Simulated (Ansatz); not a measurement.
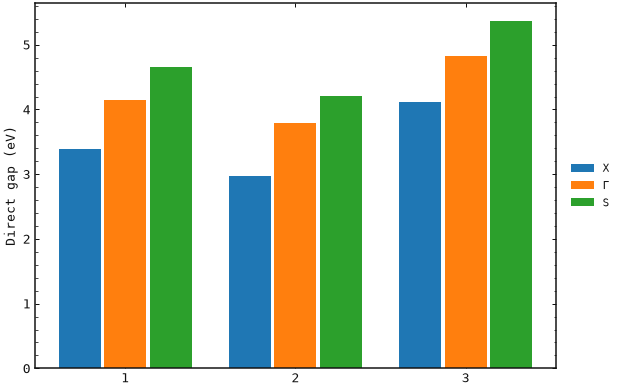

Direct gap at each named k point, by several methods on one cell of SiS$_{2}$, space group Ibam, 6 atoms in the primitive cell, relaxed with r2SCAN+rVV10, then under −5.46 % uniaxial z strain; a = 6.13 Å, b = 6.13 Å, c = 6.13 Å, α = 126.81°, β = 76.34°, γ = 129.57°. All runs are without spin-orbit coupling and carry no moments. Points keep the names that they have in the unstrained cell. The names follow the standardised cell of this lattice; in reduced coordinates of the cell that was run, X is (0.5, −0.5, 0.5) and S is (0.5, 0, 0). The cell is at 5 GPa in PBE. The smallest gap is indirect or lies off these points.

> Which column is which method? They are r2SCAN, HSE06 and PBE.

1 is r2SCAN; 2 is PBE; 3 is HSE06.

```csv
method,program,X (eV),Γ (eV),S (eV)
PBE,Ansatz,2.97,3.79,4.21
r2SCAN,Ansatz,3.39,4.15,4.66
HSE06,Ansatz,4.11,4.83,5.37
```

> Does HSE06 open these direct gaps by one amount over PBE?

The shifts are +1.14 eV at X, +1.04 eV at Γ and +1.16 eV at S, and at points that aren't plotted +1.19 eV (R) and +1.20 eV (W): over the named points that both runs hold, a spread of 0.16 eV on a mean of 1.15 eV, so one shift describes them well.

Settings. PBE: Ansatz PAW set, 6×6×6 k mesh, 420 eV cutoff, Fermi-Dirac smearing of 0.02 eV (Ansatz). r2SCAN: Ansatz PAW set, 6×6×6 k mesh, 500 eV cutoff, fixed occupations (Ansatz). HSE06: Ansatz PAW set, 4×4×4 k mesh, 420 eV cutoff, fixed occupations (Ansatz 0.2.0).

LDA, GGA and most meta-GGA functionals understate gaps. r2SCAN and HSE06: the PAW data sets were made with another functional. HSE06: the k mesh is thin for exact exchange. Over all k points computed the smallest gap is 2.61 eV in PBE, 3.00 eV in r2SCAN and 3.69 eV in HSE06. The names follow the standardised cell of this lattice; in reduced coordinates of the cell that was run, R is (0, 0.5, 0) and W is (0.25, 0.25, 0.25).
